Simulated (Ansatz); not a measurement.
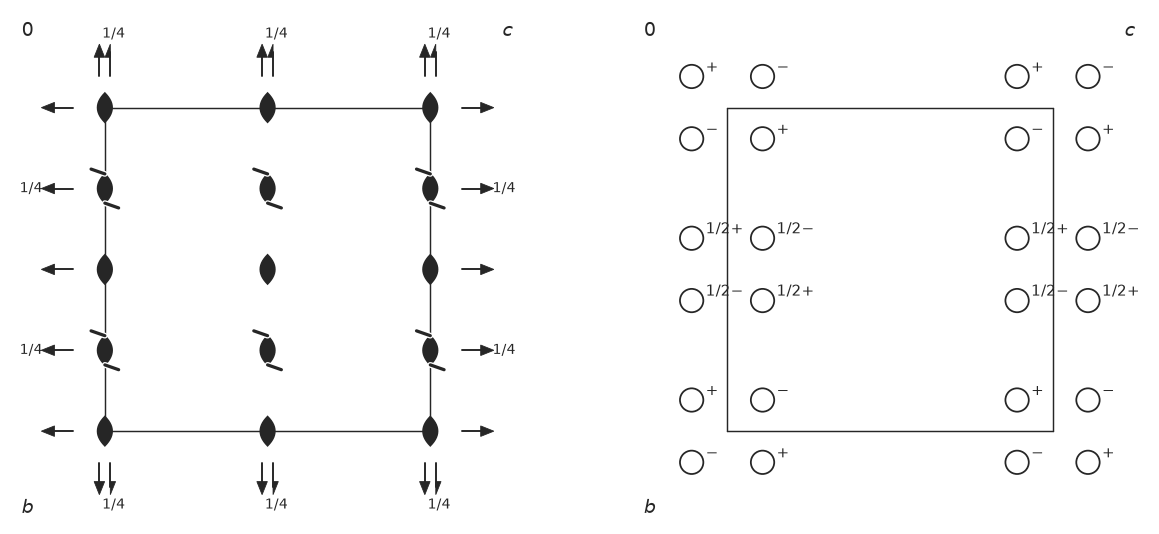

Symmetry elements (left) and general positions (right) of a space group, projected down a, computed from the operations of a computed or model structure of composition Ta2H.

Graphical symbols as in the International Tables (origin upper left, heights as fractions; handed screw axes are marked by their printed symbols).

A circle is a general position, a comma marks the mirror image, + and − with a fraction give the height (along the projection axis: ½+ is ½ plus the coordinate, − is its negative), and a split circle stands for two positions above each other.

Q: Give the Hermann–Mauguin symbol and number.

A: C222 (No. 21); C-centred orthorhombic, point group 222, 8 general positions a cell.

Q: List the elements shown.

A: 2₁ axes along a at (1/4, 0), (1/4, 1/2), (3/4, 0), (3/4, 1/2); 2 axes along a at (0, 0), (0, 1/2), (1/2, 0), (1/2, 1/2); 2 axes along b at height 0; 2 axes along c at heights 0, 1/4; 2₁ axes along b at height 1/4. Heights repeat every half period; positions are (b, c) fractions, modulo 1.

Q: Write the general positions (in any order).

A: For each centring vector (0, 0, 0), (1/2, 1/2, 0):
x, y, z
−x, −y, z
x, −y, −z
−x, y, −z
